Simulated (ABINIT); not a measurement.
Single-point calculation of SnO (part 2 of 2)

Continued. System: SnO (4 atoms in the cell). Method: Kohn-Sham DFT of a periodic cell, BLYP, JTH PAW PBE v2.0, no spin polarisation (ABINIT 10.8.3); cutoff 625.86 eV, 2×2×2 k-mesh, methfessel-paxton of 0.1 eV. The structure derives from a Materials Project entry.

Geometry of the input (Å; fractional positions):
```
3.8137  0.0000  0.0000
0.0000  3.8137  0.0000
0.0000  0.0000  4.8869
Sn 0.5092  -0.0043  0.7698
Sn 0.0032  0.5008  0.2249
O  0.0068  0.0034  -0.0019
O  0.4936  0.4956  -0.0016
```

What the program printed, continued
```
 Mean square residual over all n,k,spin=   17.396E-07; max=  15.468E-05
   0.0000  0.0000  0.0000    1  5.67259E-07 kpt; spin; max resid(k); each band:
  2.17E-14 2.48E-15 1.28E-15 1.90E-15 7.35E-16 1.01E-15 5.41E-15 7.44E-16
  1.19E-15 1.12E-15 1.17E-13 1.08E-13 6.51E-14 6.28E-14 8.65E-14 7.84E-14
  1.45E-13 1.29E-13 1.28E-13 8.05E-14 2.90E-14 4.57E-14 5.67E-07 3.88E-08
   0.5000  0.0000  0.0000    1  1.28730E-04 kpt; spin; max resid(k); each band:
  2.61E-14 1.94E-14 1.01E-15 7.88E-16 1.20E-15 2.06E-15 5.80E-16 6.47E-16
  1.49E-16 5.10E-16 1.04E-13 1.00E-13 6.95E-14 7.09E-14 1.08E-13 1.07E-13
  1.13E-13 9.37E-14 8.20E-14 4.47E-14 1.72E-13 1.49E-13 1.29E-04 1.38E-05
   0.0000  0.5000  0.0000    1  1.54678E-04 kpt; spin; max resid(k); each band:
  1.70E-14 2.74E-14 1.08E-15 2.14E-15 1.70E-15 1.64E-15 1.17E-15 1.28E-15
  2.43E-16 1.38E-16 1.02E-13 9.97E-14 7.06E-14 7.35E-14 1.05E-13 1.09E-13
  1.10E-13 1.15E-13 4.94E-14 9.30E-14 1.01E-13 1.65E-13 3.61E-05 1.55E-04
   0.5000  0.5000  0.0000    1  1.11774E-13 kpt; spin; max resid(k); each band:
  8.66E-15 4.02E-14 2.60E-16 6.49E-16 7.66E-16 7.31E-16 6.05E-16 4.87E-16
  8.13E-16 5.36E-16 1.12E-13 7.73E-14 6.86E-14 6.94E-14 2.06E-14 1.91E-14
  1.01E-13 9.97E-14 4.80E-14 4.62E-14 2.72E-15 3.69E-14 1.06E-14 1.21E-14
   0.0000  0.0000  0.5000    1  1.21861E-13 kpt; spin; max resid(k); each band:
  2.16E-14 1.85E-15 2.82E-15 1.26E-15 6.54E-16 3.67E-15 2.38E-15 6.90E-16
  9.93E-16 1.17E-15 1.16E-13 1.08E-13 4.93E-14 8.74E-14 8.90E-14 1.22E-13
  1.05E-13 1.07E-13 3.99E-14 9.46E-14 1.78E-14 1.14E-14 1.24E-14 1.40E-14
   0.5000  0.0000  0.5000    1  5.23758E-08 kpt; spin; max resid(k); each band:
  2.62E-14 1.92E-14 1.07E-15 8.33E-16 1.13E-15 1.74E-15 6.28E-16 6.72E-16
  6.46E-16 5.93E-16 1.03E-13 9.99E-14 6.95E-14 6.85E-14 1.02E-13 1.02E-13
  1.07E-13 9.98E-14 8.60E-14 9.17E-14 7.99E-14 1.19E-13 1.19E-08 5.24E-08
   0.0000  0.5000  0.5000    1  5.83239E-11 kpt; spin; max resid(k); each band:
  1.65E-14 2.80E-14 1.11E-15 2.18E-15 1.45E-15 1.48E-15 4.05E-16 8.53E-16
  1.52E-15 2.47E-16 1.03E-13 1.00E-13 6.86E-14 6.59E-14 9.66E-14 9.78E-14
  1.05E-13 1.11E-13 9.30E-14 7.95E-14 1.24E-13 6.66E-14 2.67E-11 5.83E-11
   0.5000  0.5000  0.5000    1  7.19934E-09 kpt; spin; max resid(k); each band:
  8.84E-15 4.25E-14 1.90E-16 3.01E-16 6.54E-16 6.22E-16 5.83E-16 8.25E-16
  2.37E-16 2.80E-16 1.24E-13 8.19E-14 6.81E-14 6.93E-14 7.82E-14 1.60E-14
  1.34E-13 1.24E-13 3.92E-14 3.46E-14 1.02E-13 7.92E-14 7.20E-09 3.87E-11
 reduced coordinates (array xred) for    4 atoms
       0.509185000000     -0.004328000000      0.769766000000
       0.003193000000      0.500751000000      0.224902000000
       0.006846000000      0.003447000000     -0.001905000000
       0.493564000000      0.495629000000     -0.001614000000
 rms dE/dt=  8.5629E-02; max dE/dt=  1.9505E-01; dE/dt below (all hartree)
    1       0.015326720512     -0.002762505626      0.195047537498
    2       0.013643537762     -0.000322242107     -0.209432658630
    3       0.028964282929      0.027366168165      0.005489626016
    4      -0.058726646573     -0.021578183750      0.010986389984

 cartesian coordinates (angstrom) at end:
    1      1.94187640059570    -0.01650567291216     3.76177970328780
    2      0.01217712883746     1.90971169511022     1.09907657499660
    3      0.02610855747612     0.01314580742334    -0.00930956983650
    4      1.88230266756408     1.89017794819338    -0.00788747806620

 cartesian forces (hartree/bohr) at end:
    1     -0.00215416853236     0.00047709051927    -0.02106403204213
    2     -0.00192061500981     0.00013848668033     0.02273492422493
    3     -0.00404647686381    -0.00370347626281    -0.00053783878338
    4      0.00812126040598     0.00308789906321    -0.00113305339941
 frms,max,avg= 9.4705641E-03 2.2734924E-02   2.748E-05 -9.377E-05 -5.660E-05 h/b

 cartesian forces (eV/Angstrom) at end:
    1     -0.11077179970161     0.02453298089082    -1.08315607772869
    2     -0.09876199469746     0.00712127142519     1.16907680835627
    3     -0.20807820647348    -0.19044040641212    -0.02765678222908
    4      0.41761200087255     0.15878615409611    -0.05826394839851
 frms,max,avg= 4.8699599E-01 1.1690768E+00   1.413E-03 -4.822E-03 -2.911E-03 e/A
 length scales=  1.889726125908  1.889726125908  1.889726125908 bohr
              =  1.000000000000  1.000000000000  1.000000000000 angstroms
 Fermi (or HOMO) energy (hartree) =   0.24782   Average Vxc (hartree)=  -0.34932
 Eigenvalues (hartree) for nkpt=   8  k points:
 kpt#   1, nband= 24, wtk=  0.12500, kpt=  0.0000  0.0000  0.0000 (reduced coord)
  -0.57748   -0.55917   -0.55905   -0.55901   -0.55754   -0.55706   -0.55581   -0.55528
  -0.55426   -0.55421   -0.51288   -0.41251   -0.05101   -0.00504   -0.00128    0.00045
   0.10297    0.10916    0.10976    0.22854    0.30786    0.38356    0.41455    0.41517
      occupation numbers for kpt#   1
   2.00000    2.00000    2.00000    2.00000    2.00000    2.00000    2.00000    2.00000
   2.00000    2.00000    2.00000    2.00000    2.00000    2.00000    2.00000    2.00000
   2.00000    2.00000    2.00000    2.00000    0.00000    0.00000    0.00000    0.00000
 kpt#   2, nband= 24, wtk=  0.12500, kpt=  0.5000  0.0000  0.0000 (reduced coord)
  -0.57233   -0.57164   -0.55837   -0.55812   -0.55749   -0.55743   -0.55547   -0.55521
  -0.55493   -0.55431   -0.45941   -0.45523   -0.04981   -0.04184    0.04581    0.04701
   0.04859    0.05321    0.13844    0.13920    0.34663    0.35603    0.44572    0.45147
      occupation numbers for kpt#   2
   2.00000    2.00000    2.00000    2.00000    2.00000    2.00000    2.00000    2.00000
   2.00000    2.00000    2.00000    2.00000    2.00000    2.00000    2.00000    2.00000
   2.00000    2.00000    2.00000    2.00000    0.00000    0.00000    0.00000    0.00000
 kpt#   3, nband= 24, wtk=  0.12500, kpt=  0.0000  0.5000  0.0000 (reduced coord)
  -0.57227   -0.57172   -0.55835   -0.55816   -0.55743   -0.55740   -0.55541   -0.55535
  -0.55494   -0.55432   -0.45833   -0.45631   -0.04787   -0.04334    0.04527    0.04721
   0.04927    0.05235    0.13844    0.13950    0.34815    0.35368    0.44424    0.45317
      occupation numbers for kpt#   3
   2.00000    2.00000    2.00000    2.00000    2.00000    2.00000    2.00000    2.00000
   2.00000    2.00000    2.00000    2.00000    2.00000    2.00000    2.00000    2.00000
   2.00000    2.00000    2.00000    2.00000    0.00000    0.00000    0.00000    0.00000
 kpt#   4, nband= 24, wtk=  0.12500, kpt=  0.5000  0.5000  0.0000 (reduced coord)
  -0.57427   -0.57421   -0.55846   -0.55795   -0.55705   -0.55655   -0.55416   -0.55381
  -0.55358   -0.55344   -0.44855   -0.44835   -0.10654   -0.10568    0.04128    0.04141
   0.13436    0.13472    0.16262    0.16378    0.25086    0.25098    0.40896    0.40950
      occupation numbers for kpt#   4
   2.00000    2.00000    2.00000    2.00000    2.00000    2.00000    2.00000    2.00000
   2.00000    2.00000    2.00000    2.00000    2.00000    2.00000    2.00000    2.00000
   2.00000    2.00000    2.00000    2.00000    0.00695   -0.00695    0.00000    0.00000
 kpt#   5, nband= 24, wtk=  0.12500, kpt=  0.0000  0.0000  0.5000 (reduced coord)
  -0.57704   -0.55946   -0.55831   -0.55813   -0.55713   -0.55667   -0.55623   -0.55571
  -0.55526   -0.55517   -0.51168   -0.41253   -0.09914    0.00195    0.00224    0.10099
   0.10848    0.10919    0.11199    0.15551    0.29125    0.35094    0.35125    0.36916
      occupation numbers for kpt#   5
   2.00000    2.00000    2.00000    2.00000    2.00000    2.00000    2.00000    2.00000
   2.00000    2.00000    2.00000    2.00000    2.00000    2.00000    2.00000    2.00000
   2.00000    2.00000    2.00000    2.00000    0.00000    0.00000    0.00000    0.00000
 kpt#   6, nband= 24, wtk=  0.12500, kpt=  0.5000  0.0000  0.5000 (reduced coord)
  -0.57276   -0.57207   -0.55918   -0.55895   -0.55736   -0.55725   -0.55473   -0.55466
  -0.55438   -0.55410   -0.45856   -0.45442   -0.05282   -0.04655    0.03042    0.03299
   0.04797    0.05439    0.16717    0.17169    0.32901    0.33092    0.43704    0.43849
      occupation numbers for kpt#   6
   2.00000    2.00000    2.00000    2.00000    2.00000    2.00000    2.00000    2.00000
   2.00000    2.00000    2.00000    2.00000    2.00000    2.00000    2.00000    2.00000
   2.00000    2.00000    2.00000    2.00000    0.00000    0.00000    0.00000    0.00000
 kpt#   7, nband= 24, wtk=  0.12500, kpt=  0.0000  0.5000  0.5000 (reduced coord)
  -0.57271   -0.57215   -0.55914   -0.55898   -0.55731   -0.55722   -0.55473   -0.55465
  -0.55451   -0.55407   -0.45749   -0.45549   -0.05103   -0.04786    0.03067    0.03225
   0.04941    0.05296    0.16800    0.17103    0.32919    0.33040    0.43704    0.43805
      occupation numbers for kpt#   7
   2.00000    2.00000    2.00000    2.00000    2.00000    2.00000    2.00000    2.00000
   2.00000    2.00000    2.00000    2.00000    2.00000    2.00000    2.00000    2.00000
   2.00000    2.00000    2.00000    2.00000    0.00000    0.00000    0.00000    0.00000
 kpt#   8, nband= 24, wtk=  0.12500, kpt=  0.5000  0.5000  0.5000 (reduced coord)
  -0.57350   -0.57344   -0.55814   -0.55754   -0.55705   -0.55654   -0.55508   -0.55503
  -0.55445   -0.55384   -0.44720   -0.44700   -0.10325   -0.10234    0.02792    0.02805
   0.13434    0.13472    0.13788    0.13894    0.33107    0.33119    0.37914    0.38027
      occupation numbers for kpt#   8
   2.00000    2.00000    2.00000    2.00000    2.00000    2.00000    2.00000    2.00000
   2.00000    2.00000    2.00000    2.00000    2.00000    2.00000    2.00000    2.00000
   2.00000    2.00000    2.00000    2.00000    0.00000    0.00000    0.00000    0.00000
 Total charge density [el/Bohr^3]
)     Maximum=    4.3966E+00  at reduced coord.    0.5111    0.0000    0.7667
)Next maximum=    4.3240E+00  at reduced coord.    0.0000    0.5111    0.2167
)     Minimum=    2.6935E-03  at reduced coord.    0.5111    0.0000    0.2500
)Next minimum=    2.7015E-03  at reduced coord.    0.4889    0.0000    0.2500
   Integrated=    4.0000E+01

--- !EnergyTerms
iteration_state     : {dtset: 1, }
comment             : Components of total free energy in Hartree
kinetic             :  3.89345211286077E+01
hartree             :  6.47919878869389E+01
xc                  : -1.95162048423030E+01
Ewald energy        : -1.15889918335909E+02
psp_core            :  5.05590359665293E+00
local_psp           : -1.78545365972643E+02
PAW spherical_terms :  3.35929026361144E+01
internal            : -1.71576173902541E+02
'-kT*entropy'       :  5.33177585614205E-05
total_energy        : -1.71576120584782E+02
total_energy_eV     : -4.66882408781953E+03
...

--- !EnergyTermsDC
iteration_state     : {dtset: 1, }
comment             : '"Double-counting" decomposition of free energy'
band_energy         : -1.21561122565382E+01
Ewald energy        : -1.15889918335909E+02
psp_core            :  5.05590359665293E+00
xc_dc               : -6.76804825645734E+01
PAW spherical_terms :  1.90944377739743E+01
internal            : -1.71576171786393E+02
'-kT*entropy'       :  5.33177585614205E-05
total_energy_dc     : -1.71576118468634E+02
total_energy_dc_eV  : -4.66882403023621E+03
...

--- !EnergyTermsWithPAWCore
iteration_state     : {dtset: 1, }
comment             : 'Components of total free energy, including PAW core contributions'
Total energy        : -1.25065689237294E+04
Total energy DC     : -1.25065689216133E+04
Total energy (eV)   : -3.40321077595584E+05
Total energy DC (eV): -3.40321077538001E+05
...

 Cartesian components of stress tensor (hartree/bohr^3)
  sigma(1 1)= -3.55539652E-04  sigma(3 2)=  1.93970083E-06
  sigma(2 2)= -3.52039875E-04  sigma(3 1)=  3.04670307E-06
  sigma(3 3)= -2.65636107E-04  sigma(2 1)= -1.11790967E-06

-Cartesian components of stress tensor (GPa)         [Pressure=  9.5443E+00 GPa]
- sigma(1 1)= -1.04603377E+01  sigma(3 2)=  5.70679686E-02
- sigma(2 2)= -1.03573707E+01  sigma(3 1)=  8.96370990E-02
- sigma(3 3)= -7.81528409E+00  sigma(2 1)= -3.28900381E-02

== END DATASET(S) ==============================================================
================================================================================

 -outvars: echo values of variables after computation  --------
            acell      1.8897261259E+00  1.8897261259E+00  1.8897261259E+00 Bohr
           etotal     -1.7157611847E+02
            fcart     -2.1541685324E-03  4.7709051927E-04 -2.1064032042E-02
                      -1.9206150098E-03  1.3848668033E-04  2.2734924225E-02
                      -4.0464768638E-03 -3.7034762628E-03 -5.3783878338E-04
                       8.1212604060E-03  3.0878990632E-03 -1.1330533994E-03
            rprim      3.8136952200E+00  0.0000000000E+00  0.0000000000E+00
                       0.0000000000E+00  3.8136952200E+00  0.0000000000E+00
                       0.0000000000E+00  0.0000000000E+00  4.8869133000E+00
           strten     -3.5553965152E-04 -3.5203987503E-04 -2.6563610710E-04
                       1.9397008284E-06  3.0467030692E-06 -1.1179096734E-06
           xangst      1.9418764006E+00 -1.6505672912E-02  3.7617797033E+00
                       1.2177128837E-02  1.9097116951E+00  1.0990765750E+00
                       2.6108557476E-02  1.3145807423E-02 -9.3095698365E-03
                       1.8823026676E+00  1.8901779482E+00 -7.8874780662E-03
             xred      5.0918500000E-01 -4.3280000000E-03  7.6976600000E-01
                       3.1930000000E-03  5.0075100000E-01  2.2490200000E-01
                       6.8460000000E-03  3.4470000000E-03 -1.9050000000E-03
                       4.9356400000E-01  4.9562900000E-01 -1.6140000000E-03
 Calculation completed.
```

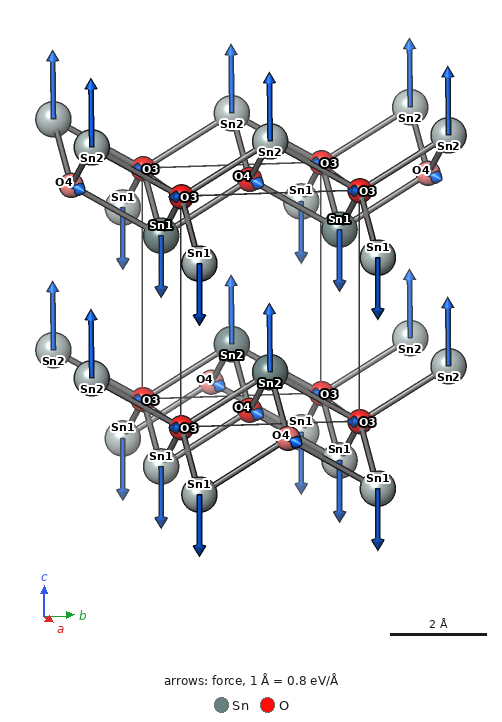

Figure 1. Forces on the atoms as blue arrows (ball-and-stick view of the cell of the calculation, seen at an oblique angle; neighbours outside the cell are drawn fainter; atoms are numbered from 1 in the order of the input). The largest act on Sn2 (1.17 eV/Å); Sn1 (1.09 eV/Å); O4 (0.45 eV/Å). 

Results in brief

- outcome: converged
- space group (tolerance 0.01 Å): P1 (1)
- electrons treated: 40
- free energy: −4668.8240 eV
- Fermi energy: 6.744 eV
- gap on the k-point mesh: 0.61 eV
- pressure: 9.54 GPa
- largest force (length of the vector): 1.173 eV/Å
- hardware: 1 thread of Arm Neoverse V1, 24 GiB of memory available, shared host
- wall time: 24 s
- peak memory: 0.11 GiB

Remarks

So coarse a mesh can miss the band edges, so the true gap of this method can be much smaller, or zero. The k-point mesh is coarse for a cell of this size, so the results may not be converged.
